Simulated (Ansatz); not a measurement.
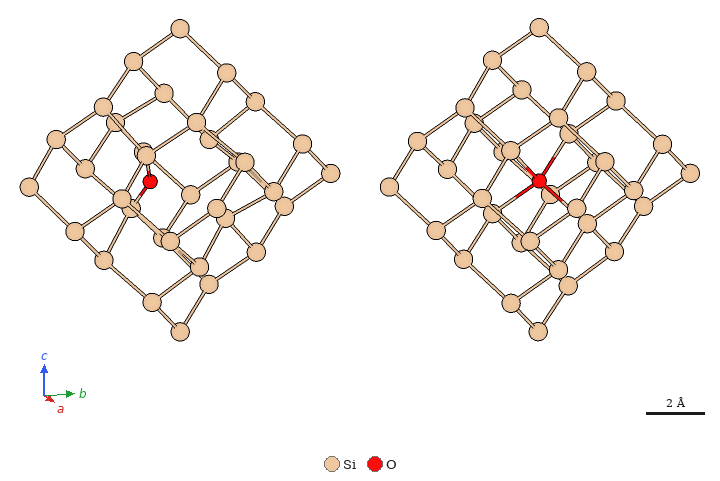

Two geometries of a defect cell of composition Si215O (cell charge −1), drawn at one scale. One is the start of a relaxation, the other its converged end. A ball-and-stick model of the atoms within 5.8 Å of the atom that moves most (axes of the cell of the calculation (origin shifted)), seen slightly off an axis.

Computed with Ansatz, DFT, PBEsol, PAW, plane waves. Set-up: plane-wave cutoff 420 eV; k-point mesh 1 × 1 × 1; mesh shifted by (0.25, 0.25, 0.25); collinear spin; atoms relaxed in a fixed cell; force threshold 0.03 eV/Å; at most 80 steps.

Q: Which one is relaxed?

A: The left one is the relaxed one. The O atom moves most: 1.05 Å along −b. Largest moves by element: O 1.05 Å, Si 0.31 Å. The cell doesn't change. Some distances before and after: O–Si 2.356 → 1.684 Å, O–Si 2.335 → 1.688 Å, O–Si 2.360 → 2.953 Å, Si–Si 2.362 → 2.436 Å. Bond angles that change, for instance: Si–Si–Si 109.6° → 103.0°, Si–Si–Si 109.4° → 102.9°, Si–Si–Si 109.7° → 103.6°. The energy falls by 3.282 eV per cell of the calculation in 16 geometry steps. The largest force component goes from 1.5 to 0.019 eV/Å. The program noted that the starting moments weren't kept. The run took 2.9 min on 1 × NVIDIA GB300 Max-Q with 8 threads of Arm Neoverse-V2, peak memory 3.2 GiB.

Limits of the set-up: the cell is charged, on a uniform background, and energies carry no finite-size correction.
